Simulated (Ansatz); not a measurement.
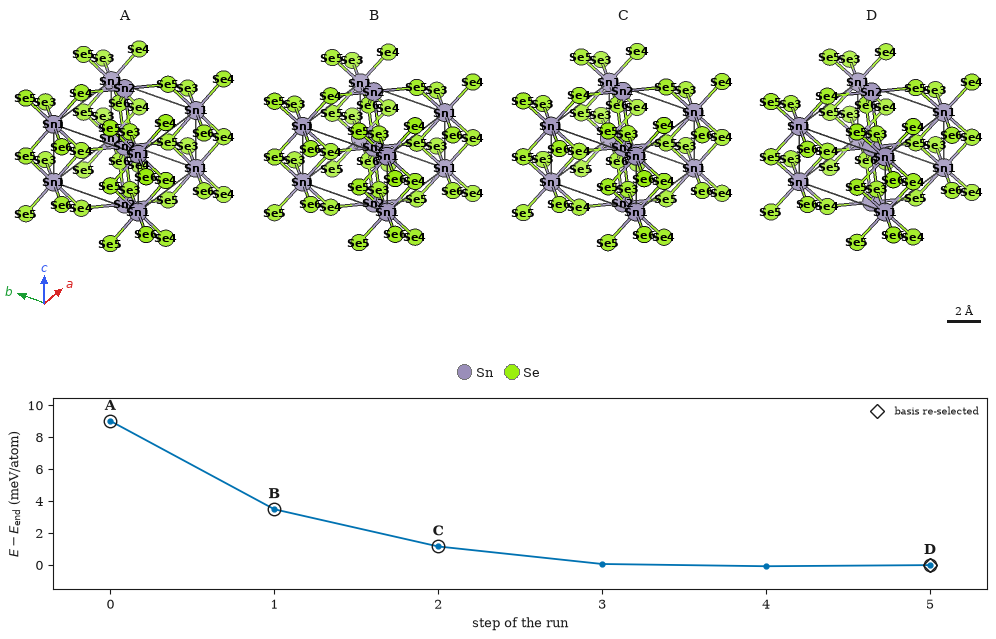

Frames of a relaxation of a crystal of SnSe2 (built on the rutile type), marked on the history of the run. The picture is a ball-and-stick view of the cell of the calculation, seen from a free direction.

These are results of DFT, PBEsol, plane waves, PAW (Ansatz 0.2.0), not measurements. Set-up: plane-wave cutoff 420 eV; k-point mesh 4 × 4 × 6; occupations fermi dirac; smearing width 0.03 eV; no spin polarisation; cell and atoms relaxed; force threshold 0.01 eV/Å; at most 120 steps.

**Describe the path.**

The atoms keep their places relative to the cell (all moves are under 0.005 Å). Cell: a = b 6.325 → 6.425 Å (+1.6 %), c 4.174 → 3.984 Å (−4.6 %). Volume −1.5 %. Some distances before and after: Sn1–Se4 2.720 → 2.664 Å, Sn1–Se3 2.728 → 2.775 Å. Bond angles that change, for instance: Se4–Sn1–Se4 100.2° → 96.8°, Se4–Sn1–Se5 79.8° → 83.2°, Sn2–Se3–Sn2 100.2° → 96.8°. The space group stays P4_2/mnm (No. 136). After 4 accepted moves (5 points after the start) the energy has fallen by 9.0 meV per atom. The largest force component goes from 0.048 to 0.00085 eV/Å. Pressure: −1.30 GPa at the start and 0.00 GPa at the end. The SCF was repeated once at an unchanged geometry on a basis and grid sized afresh for the cell, which shifted the energy by 0.1 meV per atom at most. From step 0 to 1: Se atoms move most (0.02 Å), volume −3.7 %, energy −5.5 meV per atom. From step 1 to 2: volume +1.3 %, energy −2.3 meV per atom. From step 2 to 5: volume +1.0 %, energy −1.2 meV per atom.

```json
{"step": "0", "E − E(0), meV/atom": "0.00", "largest force component, eV/Å": "0.0482", "pressure, GPa": "-1.30", "volume, Å³/atom": "27.831", "note": ""}
{"step": "1", "E − E(0), meV/atom": "-5.53", "largest force component, eV/Å": "0.1128", "pressure, GPa": "0.93", "volume, Å³/atom": "26.808", "note": ""}
{"step": "2", "E − E(0), meV/atom": "-7.86", "largest force component, eV/Å": "0.0333", "pressure, GPa": "0.29", "volume, Å³/atom": "27.149", "note": ""}
{"step": "3", "E − E(0), meV/atom": "-8.95", "largest force component, eV/Å": "0.0141", "pressure, GPa": "-0.02", "volume, Å³/atom": "27.371", "note": ""}
{"step": "4", "E − E(0), meV/atom": "-9.10", "largest force component, eV/Å": "0.0011", "pressure, GPa": "0.00", "volume, Å³/atom": "27.415", "note": ""}
{"step": "5", "E − E(0), meV/atom": "-9.02", "largest force component, eV/Å": "0.0008", "pressure, GPa": "0.00", "volume, Å³/atom": "27.415", "note": "same geometry, new basis"}
```
